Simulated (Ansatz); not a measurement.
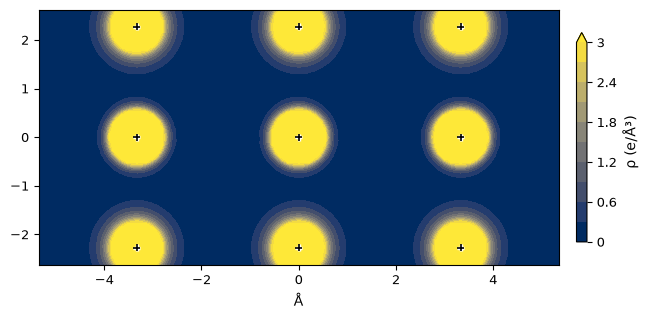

The valence charge density (pseudo) on a plane through atoms (crosses mark nuclei in the plane).

These are results of DFT r2SCAN, scalar-relativistic, plane waves, PAW (Ansatz 0.2.0), not measurements.

Candidates:
A. NaF, a = 3.33 Å, b = 3.33 Å, c = 4.55 Å, α = 90.00°, β = 90.00°, γ = 90.00°. Space group I4/mmm.
B. Mo, a = 3.99 Å, b = 3.99 Å, c = 3.99 Å, α = 90.00°, β = 90.00°, γ = 90.00°. Space group Fm-3m; computed without spin polarisation.

Question: Which candidate gave the map?

Answer: Candidate A: NaF on the (100) plane of the conventional cell, which holds Na and F. Na–F (2.28 Å): ρ is about 0.16 e/Å³ halfway.
